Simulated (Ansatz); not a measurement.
# Mending a single-point calculation on Mo

System: Mo (P6₃/mmc, 2 atoms in the cell).
Method of the first run: DFT, PBE, all-electron datasets made for the crystal (Ansatz 0.2.0).

Text and figures count atoms from 1; the logs count them from 0 in places.

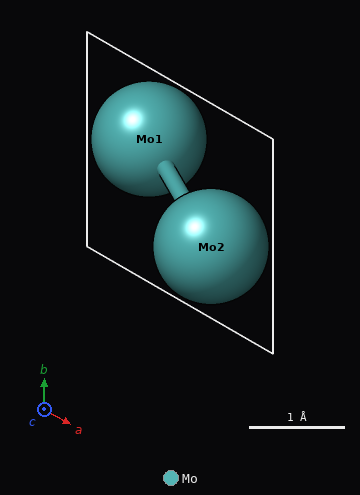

**Figure 1.** The structure (ball-and-stick view of the cell of the calculation, along the c axis; atoms are numbered from 1 in the order of the input).

### Input file, the first run
```yaml
crystal:
  lattice:
    - [2.2603875736, 0.0, 0.0]
    - [-1.1301937868, 1.9575530612, 0.0]
    - [0.0, 0.0, 3.6415675568]
  atoms:
    - { symbol: Mo, position: [0.3333333333, 0.6666666667, 0.25] }
    - { symbol: Mo, position: [0.6666666667, 0.3333333333, 0.75] }
kpoints:
  mp_grid: { grid: [0, 15, 8] }
scf:
  occupations: { method: fermi_dirac, width: 0.08 }
  max_iter: 75
hamiltonian:
  xc: pbe
  pseudopotentials: { kind: all_electron, datasets: crystal }
output:
  forces: true
  stress: true
  eigenvalues: true
```

Launched with:
```bash
ansatz run input.yaml --threads 1 --pin off --max-ram 2048MiB --backend cpu --events-out ev --progress --plain --runs-dir out
```

Hardware: 1 thread of Arm Neoverse V1, 24 GiB of memory available, shared host.

### Output (the first run)
```
Error: invalid value for `kpoints.mp_grid.grid`: each dimension must be in 1..=255
```

Q: What should be changed in this input?

A: A setting was made wrong on purpose: a mesh with a zero or a mesh and a spacing (`kpoints.mp_grid.grid`). The program refused the input: “invalid value for `kpoints.mp_grid.grid`: each dimension must be in 1..=255”

A run of the same system that converges differs from this input as follows (lines with − go, lines with + come):
```diff
-  mp_grid: { grid: [0, 15, 8] }
+  mp_grid: { grid: [15, 15, 8] }
-  max_iter: 75
```

### Output, shortened to warnings, some set-up lines, iterations and results (the second run)
```
Basis set: ecut = 420 eV, 313 PW (Γ), exchange–correlation on 32×32×50 points (8 copies of the dense FFT grid, shifted against one another)
Symmetry: 24 space group operations
k-points: 135 of 1800
Initial density: superposition of atomic densities (neutral atoms: chi_scale 0, normalization atom)
[...]
SCF iter   1: F=—  HF=-220337.290657 eV  |F-HF|=—  |Δ(HF+E_count)|=         —  Δρ=6.03e-2  dr2=2.83e-1  ethr=8.20e-4  ⟨swp⟩=3.8  Hψ=16942  notcnv=0
SCF iter   2: F=—  HF=-220337.343430 eV  |F-HF|=—  |Δ(HF+E_count)|=   5.28e-2  Δρ=3.32e-2  dr2=6.29e-2  ethr=8.20e-4  ⟨swp⟩=2.1  Hψ=5692  notcnv=0
SCF iter   3: F=—  HF=-220337.418472 eV  |F-HF|=—  |Δ(HF+E_count)|=   7.50e-2  Δρ=5.59e-3  dr2=1.27e-3  ethr=4.46e-6  ⟨swp⟩=2.3  Hψ=13755  notcnv=0  defer=1
SCF iter   4: F=—  HF=-220337.418857 eV  |F-HF|=—  |Δ(HF+E_count)|=   3.86e-4  Δρ=1.37e-3  dr2=2.11e-4  ethr=4.46e-6  ⟨swp⟩=2.0  Hψ=4823  notcnv=0
SCF iter   5: F=—  HF=-220337.420248 eV  |F-HF|=—  |Δ(HF+E_count)|=   1.39e-3  Δρ=6.45e-4  dr2=1.19e-5  ethr=7.54e-7  ⟨swp⟩=3.0  Hψ=7364  notcnv=0
SCF iter   6: F=—  HF=-220337.420248 eV  |F-HF|=—  |Δ(HF+E_count)|=   1.43e-8  Δρ=1.35e-4  dr2=1.03e-6  ethr=4.26e-8  ⟨swp⟩=3.0  Hψ=6048  notcnv=0
SCF iter   7: F=-220337.420248 eV  HF=-220337.420248 eV  |F-HF|=5.88e-9  |Δ(HF+E_count)|=   2.25e-7  Δρ=1.71e-5  dr2=1.28e-8  ethr=3.68e-9  ⟨swp⟩=3.0  Hψ=5706  notcnv=0
SCF 1 converged in 7 iterations: F = -220337.420254 eV  dr2 = 1.28e-8
  Residual-converged pass: ⟨swp⟩=3.0  Hψ=5835  notcnv=0  max |occ|·‖R‖ = 5.2e-6 eV (tolerance 5.3e-6 eV)  dr2=1.30e-8  dr2_onsite=1.06e-8  max |Δocc| = 2.5e-10
SCF converged after 7 iterations
Free energy (F): -220337.420254 eV
Harris-Foulkes:  -220337.420254 eV  (|F-HF|=5.88e-9)
Internal energy: -220337.391135 eV  (E = F + TS)
E sigma→0 (E₀):  -220337.405694 eV
Entropy (-TS):   -0.029119 eV (-14.560 meV/atom)
Past the cutoff: the bands carry plane waves up to 1.75 times it, of which those up to 1.5 times it add -0.000522 eV an atom, each by itself; the spheres take 0.000167 eV an atom off the energy for waves past 1.75 times it
By the cutoff:   a pressure is off by up to 0.008 GPa (1.2 times the spheres' own share and the shells' term, over an atom's volume, and 0.004 GPa: a bound that held against runs at twice the plane waves)
Past the cutoffs: a stress includes 0.0019 GPa for waves and charges beyond them, in addition to the slope of what the spheres take
In the spheres:  the bands' charges fall short by 7.9e-8 e at most (sound up to 1e-3)
Fermi energy:    47.328819 eV
--- Per-component energies (eV) ---
  E_band       = 587.582096
  E_kinetic    = 982.699187
  E_local      = -262.300503  (includes V_loc(G=0)·N_el)
  E_nonlocal   = 33.660092
  E_hartree    = 332.949949
  E_xc         = -371.624690
  E_vxc        = -485.697829  (∫ρ·V_xc dr)
  E_paw        = -221465.597468  (= ΣΔE_a)
  E_vpaw       = -4825.480465  (= ΣTr[D̂ρ^β])
  E_ewald      = -4065.977800
  E_smearing   = -0.029119  (= −TS)
  E_closure    = 4478.800097  (closes the sum)
  Σ components = -220337.420254   (vs F -220337.420254, Δ=0.00e0)
  The terms above E_closure are by the made datasets' own strengths, without shells solved beside the bands.
--- Forces (eV/Å), atoms counted from 1 ---
  atom   1  Mo     0.00000000    -0.00000000     0.00000000
  atom   2  Mo     0.00000000     0.00000000     0.00000000
  max |Σ_I F_I| component: 1.85e-17 eV/Å
--- Stress (GPa, compression-positive) ---
      613.470220      -0.000000       0.000000
        0.000000     613.470220       0.000000
        0.000000       0.000000     613.031912
  P = ⅓ Tr σ = 613.3241 GPa (6133.241 kbar)
```

### The two runs side by side

| quantity | the first run | the second run |
| --- | --- | --- |
| outcome | refused | converged |
| free energy per atom (eV) | – | −110168.7101 |
| pressure (GPa) | – | 613.32 |
| volume per atom (Å³) | – | 8.06 |
| largest force (eV/Å) | – | 0.000 |
| SCF iterations | – | 7 |
| irreducible k-points | – | 135 |
| plane waves at Γ | – | 313 |

Notes on the second run: The cell is under a pressure of 613 GPa at this level, so it is not at its equilibrium volume.
